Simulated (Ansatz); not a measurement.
**Single-point calculation, with input and output: C**

System: C (slab, 18 atoms in the cell).
Method: DFT PBEsol, scalar-relativistic, plane waves, PAW, no spin polarisation (Ansatz 0.2.0).

The structure derives from an entry of the Crystallography Open Database. It belongs to a series of runs on one base structure; here: (1 1 0) slab cut from the bulk. Figures and captions count atoms from 1; the log counts them from 0 in places.

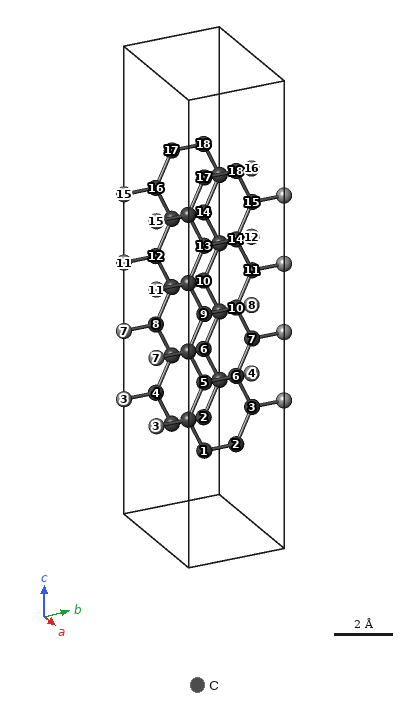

Fig. 1: The structure as given in the input (ball-and-stick view of the 2 × 1 repeat of the cell, with the vacuum cut short, seen slightly off an axis; neighbours outside the cell are drawn fainter; atoms are numbered from 1 in the order of the input). An atom can appear more than once, as a periodic image.

**Results in brief**

- outcome: converged
- electrons treated: 72
- free energy: −4429.3692 eV
- work function, top face: 6.37 eV
- work function, bottom face: 6.37 eV
- Fermi energy: −1.056 eV
- gap on the k-point mesh: none (metallic)
- work function (upper face): 6.37 eV
- largest force (length of the vector): 7.380 eV/Å
- hardware: 2 threads of Arm Neoverse V2, 24 GiB of memory available, shared host
- wall time: 70 s (CPU time 2.3 min)
- peak memory: 0.99 GiB

Warnings of the run: the exchange-correlation potential is rough where the density is thin.

**Input**
```yaml
crystal:
  lattice:
    - [3.8680418282, 0.0, 0.0]
    - [-1.563126745, 3.9617361947, 0.0]
    - [0.0, 0.0, 24.835641012]
  atoms:
    - { symbol: C, position: [0.5000811939, 0.333360398, 0.3019853603] }
    - { symbol: C, position: [0.4999188061, 0.666639602, 0.3019853603] }
    - { symbol: C, position: [0.5000811939, 0.833360398, 0.3514890202] }
    - { symbol: C, position: [0.4999188061, 0.166639602, 0.3514890202] }
    - { symbol: C, position: [0.5000811939, 0.333360398, 0.4009926802] }
    - { symbol: C, position: [0.4999188061, 0.666639602, 0.4009926802] }
    - { symbol: C, position: [0.5000811939, 0.833360398, 0.4504963401] }
    - { symbol: C, position: [0.4999188061, 0.166639602, 0.4504963401] }
    - { symbol: C, position: [0.5000811939, 0.333360398, 0.5] }
    - { symbol: C, position: [0.4999188061, 0.666639602, 0.5] }
    - { symbol: C, position: [0.5000811939, 0.833360398, 0.5495036599] }
    - { symbol: C, position: [0.4999188061, 0.166639602, 0.5495036599] }
    - { symbol: C, position: [0.5000811939, 0.333360398, 0.5990073198] }
    - { symbol: C, position: [0.4999188061, 0.666639602, 0.5990073198] }
    - { symbol: C, position: [0.5000811939, 0.833360398, 0.6485109798] }
    - { symbol: C, position: [0.4999188061, 0.166639602, 0.6485109798] }
    - { symbol: C, position: [0.5000811939, 0.333360398, 0.6980146397] }
    - { symbol: C, position: [0.4999188061, 0.666639602, 0.6980146397] }
basis:
  ecutwfc: 420
kpoints:
  mp_grid: { grid: [10, 9, 1] }
hamiltonian:
  xc: pbesol
scf:
  occupations: { method: gaussian, width: 0.05 }
output:
  forces: true
  stress: true
  eigenvalues: true
  write_density: true
  write_potential: true
  elf: true
  volumetric_format: npy
efield:
  axis: 3
  dipole_correction: true
  ramp_width: 0.04
```

Launched with:
```bash
ansatz run input.yaml --threads 2 --pin off --max-ram 5120MiB --backend cpu --events-out ev --progress --plain --runs-dir out
```

**The program's output**
```
Engine: ansatz 0.2.0, aarch64-unknown-linux-gnu
Pseudopotentials: kind: paw
Pseudopotential: C, paw, valence charge 4, recommended cutoff 420 eV (normal), C.paw.azcp
Functional definition: PBEsol
  exchange = pbesol_x
  correlation = pbesol_c
Crystal: 18 atoms, lattice volume = 380.585 Å³
Basis set: ecut = 420 eV, 7479 PW (Γ), exchange–correlation on 54×60×360 points (8 copies of the dense FFT grid, shifted against one another)
Bands: 54, of which v1, the nominal top of the filled ones, is band 36 counted from 1 (35 counted from 0)
Symmetry: 2 space group operations
k-points: 46 of 90
Non-local potential: C, projectors of the file, l = 0: 2, l = 1: 2, l = 2: 1
PAW form: soft (Blöchl's): semilocal exchange-correlation on the pseudo side does not see the compensation charge
PAW frozen core: C, regenerated for the run's functional, and the local potential with it (the file was generated under x = pbe(κ = 0.804, μ = 0.2195149727645171), c = pbe(β = 0.06672455060314922))
PAW one-centre angular grid: C, 110 points (default); XC on 64 Gauss nodes
Initial density: superposition of atomic densities (neutral atoms: chi_scale 0, normalization atom), corrected by the library's trained network
Initial wavefunctions: pseudopotential atomic-orbital guess
Functional: x = pbesol(κ = 0.804, μ = 0.12345679012345678), c = pbesol(β = 0.046)
SCF iter   1: F=—  HF=-4429.390693 eV  |F-HF|=—  |Δ(HF+E_count)|=         —  Δρ=7.40e-3  dr2=1.56e-1  ethr=1.77e-3  p=0.000 e·Å  D=7.36e-14 V/Å  ΔV_dip=-0.00 eV  dr2_dipole=1.29e-8  V_vac-E_F(+/−)=6.33/6.33 eV  ⟨swp⟩=12.1  Hψ=16419  notcnv=0  defer=284
efield: sawtooth ramp at fractional position 0.9800 (placed from the atoms, in the widest stretch of the axis that holds none; the zero of the levels goes with the place), width 0.0400; the density the first Hamiltonian is built on has a dipole p = 0.000 e·Å; the dipole correction subtracts the counter field D = 7.36e-14 V/Å, which shifts the + side's vacuum level by -0.00 eV against the − side's; the planar-averaged density in the ramp window peaks in size at 1.4e-4 e/Å³
preconditioner: auto → LDOS  [metal: Δε(μ)=0.013 eV  Ē_g=13.748 eV  σ=0.050 eV  W_gap=0.14  n_scr=70 (ndim 8)  ℏωp=16.2 eV  f_vac=0.486  D(μ)=5.18/eV (n_scr^D=12)  β→1.0]
SCF iter   2: F=—  HF=-4429.378354 eV  |F-HF|=—  |Δ(HF+E_count)|=   1.23e-2  Δρ=2.67e-3  dr2=6.22e-2  ethr=2.17e-4  p=0.000 e·Å  D=4.13e-7 V/Å  ΔV_dip=-0.00 eV  dr2_dipole=2.56e-8  V_vac-E_F(+/−)=6.30/6.30 eV  ⟨swp⟩=2.4  Hψ=4467  notcnv=0  defer=501
SCF iter   3: F=—  HF=-4429.370321 eV  |F-HF|=—  |Δ(HF+E_count)|=   8.03e-3  Δρ=9.08e-4  dr2=5.73e-3  ethr=8.64e-5  p=0.000 e·Å  D=7.46e-7 V/Å  ΔV_dip=-0.00 eV  dr2_dipole=9.35e-9  V_vac-E_F(+/−)=6.31/6.31 eV  ⟨swp⟩=2.0  Hψ=3518  notcnv=0  defer=501
SCF iter   4: F=—  HF=-4429.369436 eV  |F-HF|=—  |Δ(HF+E_count)|=   8.85e-4  Δρ=4.80e-4  dr2=2.00e-3  ethr=7.95e-6  p=0.000 e·Å  D=6.20e-7 V/Å  ΔV_dip=-0.00 eV  dr2_dipole=1.46e-9  V_vac-E_F(+/−)=6.34/6.34 eV  ⟨swp⟩=2.0  Hψ=3401  notcnv=0  defer=501
SCF iter   5: F=—  HF=-4429.369348 eV  |F-HF|=—  |Δ(HF+E_count)|=   8.78e-5  Δρ=2.88e-4  dr2=9.14e-4  ethr=2.78e-6  p=0.000 e·Å  D=2.17e-7 V/Å  ΔV_dip=-0.00 eV  dr2_dipole=9.73e-13  V_vac-E_F(+/−)=6.36/6.36 eV  ⟨swp⟩=2.7  Hψ=3548  notcnv=0  defer=501
SCF iter   6: F=—  HF=-4429.369267 eV  |F-HF|=—  |Δ(HF+E_count)|=   8.18e-5  Δρ=7.99e-5  dr2=7.93e-5  ethr=1.27e-6  p=0.000 e·Å  D=7.28e-8 V/Å  ΔV_dip=-0.00 eV  dr2_dipole=1.84e-12  V_vac-E_F(+/−)=6.37/6.37 eV  ⟨swp⟩=2.4  Hψ=3221  notcnv=0  defer=501
SCF iter   7: F=—  HF=-4429.369187 eV  |F-HF|=—  |Δ(HF+E_count)|=   7.95e-5  Δρ=2.27e-5  dr2=4.79e-6  ethr=1.10e-7  p=-0.000 e·Å  D=-2.03e-8 V/Å  ΔV_dip=0.00 eV  dr2_dipole=1.56e-12  V_vac-E_F(+/−)=6.37/6.37 eV  ⟨swp⟩=2.1  Hψ=3593  notcnv=0  defer=501
SCF iter   8: F=—  HF=-4429.369188 eV  |F-HF|=—  |Δ(HF+E_count)|=   1.38e-6  Δρ=5.12e-6  dr2=1.43e-7  ethr=6.65e-9  p=-0.000 e·Å  D=-2.17e-8 V/Å  ΔV_dip=0.00 eV  dr2_dipole=2.45e-12  V_vac-E_F(+/−)=6.37/6.37 eV  ⟨swp⟩=2.3  Hψ=2575  notcnv=0  defer=501
SCF iter   9: F=-4429.369189 eV  HF=-4429.369189 eV  |F-HF|=3.19e-8  |Δ(HF+E_count)|=   2.35e-7  Δρ=1.89e-6  dr2=1.33e-8  ethr=1.39e-10  p=-0.000 e·Å  D=-1.15e-8 V/Å  ΔV_dip=0.00 eV  dr2_dipole=8.07e-15  V_vac-E_F(+/−)=6.37/6.37 eV  ⟨swp⟩=29.1  Hψ=24615  notcnv=0
SCF 1 converged in 9 iterations: F = -4429.369189 eV  dr2 = 1.33e-8
  greatest PAW one-centre occupation: 0.674 electrons in one spin orbital (limit 2), on the C atom at site 5 (counted from 0), in its partial waves of l = 0
```

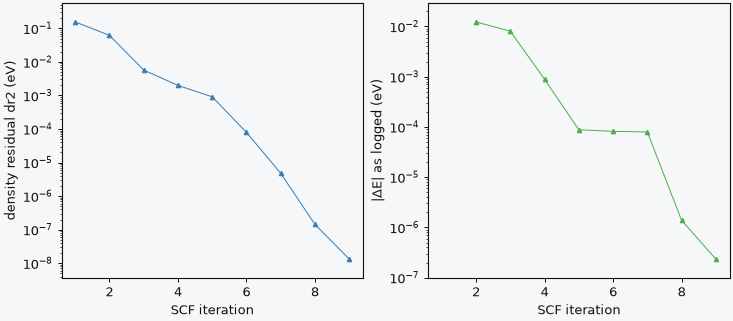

Fig. 2: Convergence of the self-consistent field: density residual dr2 and size of the energy change against the SCF iteration. The residual falls at every step.

```
WARN: The output density's exchange-correlation potential varies sharply where the density is thin. Do not read a vacuum level from v_tot or v_xc, or from such a field of the output density. On a cell that repeats whose density bears no net charge and no dipole along the vacuum's axis use v_es (v_loc + v_h of the components); under efield.dipole_correction with no amplitude use v_es + v_field, which holds any external_charges[].barrier, or the levels of the report's work_function block, which leave it out; under a non-zero efield.amplitude the vacuum is tilted and has no level; on a cell that repeats and bears such a dipole with no correction it is tilted too, and efield.dipole_correction with no amplitude gives each side of its ramp a level where efield: is served; in a cell that repeats whose density bears a net charge (total_charge, or a fill off its count) it is curved and has none; of a slab under crystal.periodic whose density bears no net charge use v_es, which has a level on each side, short of where the two are joined; of another it falls or rises all the way out and has none; of a slab beside external_charges read slab_vacuum_level instead, which it has where they leave it neutral. The grid or the basis barely resolves most such structure, and the values can differ between equally converged runs; as a rule a tighter scf.convergence.dr2_threshold does not remove it. Where the density itself ripples (under the LDA too) a higher basis.ecutwfc lessens it. The files hold the spikes' plane waves up to the density's cutoff. Files: v_tot_of_output_density and the like, and their columns of v_z.tsv (output.write_potential); v_xc_of_output_density and the like, and their columns of v_comp_z.tsv (output.write_potential_components). Measured: with its Gaussian average of σ = 0.25 Å subtracted twice, the exchange-correlation potential is over 0.1 eV at 160 of the grid points where the equally averaged density (valence and model cores) is under 1e-3 e/Å³, and 0.178 eV at the most among them, at an averaged density of 1.1e-7 e/Å³. The input density's (outcome.potential() and, of a run that writes arrays, v_tot and v_xc) is over 0.1 eV, so measured, at 18 points of its own thin density, 0.112 eV at the most. See output.write_potential in the manual, Limitations
SCF converged after 9 iterations
Free energy (F): -4429.369189 eV
Harris-Foulkes:  -4429.369189 eV  (|F-HF|=3.19e-8)
Internal energy: -4429.362861 eV  (E = F + TS)
E sigma→0 (E₀):  -4429.366025 eV
Entropy (-TS):   -0.006328 eV (-0.352 meV/atom)
Fermi energy:    -1.055836 eV
Dipole field:    D = 0.000000 V/Å  (p = 0.000000 e·Å, saw-weighted, corrected)
Work function:   Φ+ = 6.3693 eV   Φ− = 6.3693 eV
Levels:          The Fermi level and band energies are counted from a zero that moves with the ramp; work functions are not
--- Per-component energies (eV) ---
  E_band       = -659.811486
  E_kinetic    = 1605.056845
  E_local      = -41851.079748  (includes V_loc(G=0)·N_el)
  E_nonlocal   = 491.169583
  E_hartree    = 20132.713682
  E_xc         = -844.541177
  E_vxc        = -1048.644010  (∫ρ·V_xc dr)
  E_paw        = -1715.977105  (= ΣΔE_a)
  E_vpaw       = -121.742642  (= ΣTr[D̂ρ^β])
  E_aug_tail   = 0.000143  (compensation charges beyond the density's cutoff)
  E_efield     = 0.000000  (sawtooth field / dipole correction)
  E_vefield    = 0.000000  (∫n·V_field dr)
  E_ewald      = 17752.915108
  E_core_change = 0.379809  (= ΣΔE_core)
  E_smearing   = -0.006328  (= −TS)
  E_closure    = -0.000000  (closes the sum)
  Σ components = -4429.369189   (vs F -4429.369189, Δ=0.00e0)
--- Forces (eV/Å), atoms counted from 1 ---
  atom   1  C     -2.68066701     6.77154058     1.19498449
  atom   2  C      2.68066701    -6.77154058     1.19498449
  atom   3  C     -0.19017270     0.48150228    -1.15581313
  atom   4  C      0.19017270    -0.48150228    -1.15581313
  atom   5  C     -0.25167619     0.62811844    -0.07673193
  atom   6  C      0.25167619    -0.62811844    -0.07673193
  atom   7  C     -0.09855359     0.24433646     0.02819463
  atom   8  C      0.09855359    -0.24433646     0.02819463
  atom   9  C     -0.02462016     0.04364265    -0.00000022
  atom  10  C      0.02462016    -0.04364265    -0.00000022
  atom  11  C     -0.09855371     0.24433678    -0.02819467
  atom  12  C      0.09855371    -0.24433678    -0.02819467
  atom  13  C     -0.25167608     0.62811815     0.07673217
  atom  14  C      0.25167608    -0.62811815     0.07673217
  atom  15  C     -0.19017281     0.48150252     1.15581343
  atom  16  C      0.19017281    -0.48150252     1.15581343
  atom  17  C     -2.68066714     6.77154087    -1.19498471
  atom  18  C      2.68066714    -6.77154087    -1.19498471
  max |Σ_I F_I| component: 1.29e-7 eV/Å
--- Stress (GPa, compression-positive) ---
       -0.866311       2.217242       0.000000
        2.217243      -5.650939       0.000000
        0.000000       0.000000      -2.458831
  P = ⅓ Tr σ = -2.9920 GPa (-29.920 kbar)
--- Band table (eV; the first three rows and the last of 46) ---
  k-point 0: bands = ["-19.9649", "-19.2601", "-18.2252", "-16.8465", "-15.1995", "-14.5800", "-13.9741", "-13.6206", "-13.4855", "-13.0552", "-13.0505", "-12.6189", "-11.8014", "-10.3705", "-10.3318", "-10.2492", "-8.9227", "-8.5406", "-8.4380", "-7.4868", "-7.2780", "-6.6803", "-6.5122", "-6.4466", "-5.4314", "-5.3849", "-4.5592", "-4.2413", "-4.0315", "-2.9135", "-2.4491", "-2.4471", "-2.4252", "-2.1131", "-0.9500", "-0.9256", "0.1992", "0.3254", "0.3734", "0.6094", "0.8447", "0.8892", "2.4919", "3.3159", "4.1699", "4.5873", "4.8580", "5.0482", "5.3585", "6.0488", "6.6577", "6.7594", "7.4507", "7.7045"]
  k-point 1: bands = ["-19.8892", "-19.1851", "-18.1512", "-16.7746", "-15.3673", "-15.1314", "-14.7342", "-13.8405", "-13.5132", "-12.7385", "-12.3243", "-12.0972", "-11.9607", "-10.7628", "-10.0011", "-9.8759", "-9.0215", "-8.5023", "-8.2252", "-7.2147", "-7.1954", "-7.1154", "-6.4500", "-6.1615", "-5.5167", "-5.3728", "-4.6328", "-4.3927", "-3.9840", "-3.2991", "-2.5419", "-2.4833", "-2.4375", "-2.4221", "-1.5121", "-1.1602", "0.1586", "0.2301", "0.7997", "0.8217", "1.3817", "1.4129", "2.4145", "3.4609", "4.3133", "4.4352", "4.9744", "5.1621", "5.4939", "6.1627", "6.5788", "6.7905", "7.5677", "7.7661"]
  k-point 2: bands = ["-19.6626", "-18.9606", "-17.9303", "-16.5605", "-16.3823", "-15.7256", "-14.9505", "-14.7754", "-13.8091", "-12.5622", "-11.8474", "-11.4435", "-11.0254", "-10.9586", "-9.8074", "-9.3400", "-8.9249", "-8.0409", "-7.9056", "-7.5056", "-7.0234", "-6.8142", "-6.2620", "-5.9932", "-5.8904", "-5.1955", "-4.9416", "-4.8540", "-4.0876", "-3.8419", "-3.3549", "-2.5593", "-2.4604", "-2.4049", "-2.2232", "-1.6704", "-0.2235", "-0.1530", "1.2434", "1.7178", "2.2613", "2.4759", "2.6163", "3.8919", "4.0396", "4.7371", "5.3185", "5.5032", "5.8414", "6.1525", "6.5082", "7.1756", "7.8852", "7.8977"]
  k-point 45: bands = ["-18.6708", "-18.0425", "-17.9821", "-17.3603", "-16.9734", "-16.3639", "-15.6441", "-15.0656", "-14.2789", "-12.9361", "-12.0976", "-11.0786", "-10.1777", "-9.0720", "-8.7123", "-8.5812", "-7.7274", "-7.4718", "-7.2602", "-7.2486", "-7.0017", "-6.9034", "-6.8718", "-6.4931", "-6.4072", "-6.2292", "-6.1205", "-5.7898", "-5.3669", "-5.1683", "-4.3597", "-3.9144", "-3.1989", "-2.8750", "-2.0509", "-2.0096", "-0.9955", "-0.9274", "1.2432", "1.6941", "2.5683", "3.3728", "4.3565", "4.9792", "5.9230", "6.1294", "7.1786", "7.2167", "7.2847", "7.7610", "7.9055", "8.0676", "8.2007", "8.2489"]
```

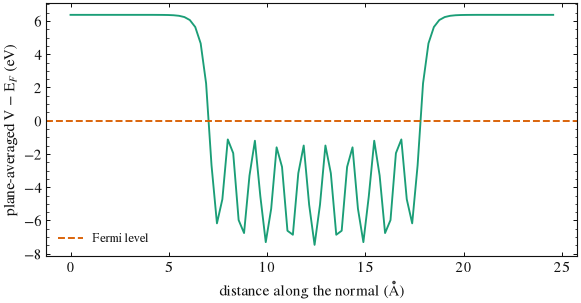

Fig. 3: Plane average of the electrostatic potential energy of an electron across the cell, from the Fermi level. The vacuum level lies 6.37 eV above the Fermi level.

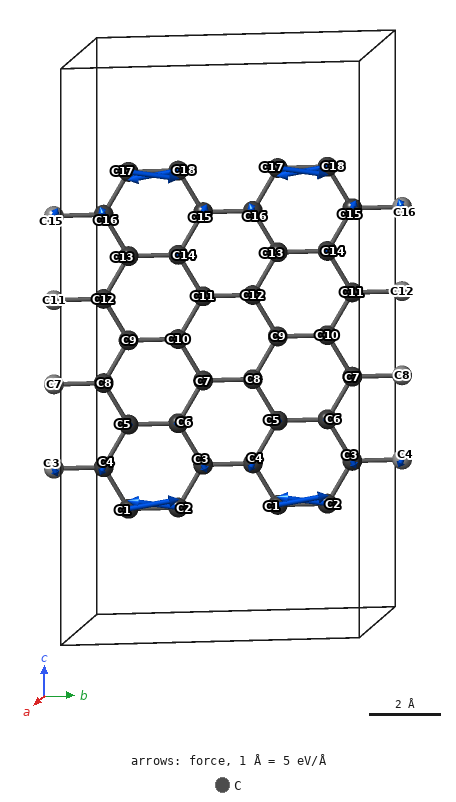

Fig. 4: Forces on the atoms as blue arrows (ball-and-stick view of the 1 × 2 repeat of the cell, with the vacuum cut short, seen slightly off an axis; neighbours outside the cell are drawn fainter; atoms are numbered from 1 in the order of the input); the smallest are left out. The largest act on C1, C2, C17, C18 (7.38 eV/Å). The geometry is not a stationary point of this energy.

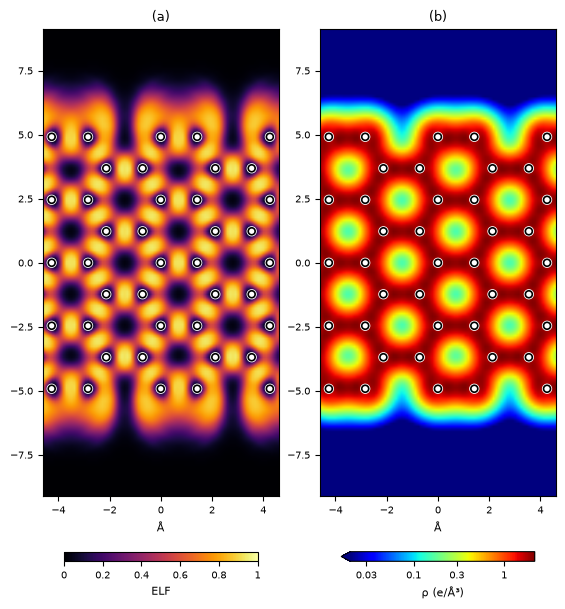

Fig. 5: (a) ELF; (b) valence electron density on the (100) plane of the calculation cell, a cut from vacuum to vacuum. Circles mark the nuclei in the plane (C). The density dies away to nearly zero in the vacuum. The fields are those of the smooth PAW valence density.

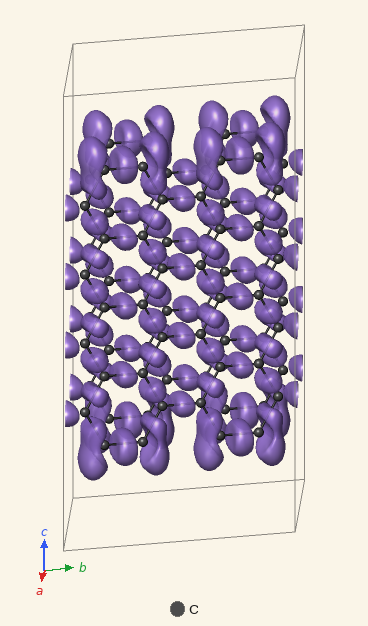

Fig. 6: Isosurface of the ELF at 0.75 (purple), seen at an oblique angle. Core shells and regions of very low density are left out. Sticks mark near contacts. Values along the shortest contacts:
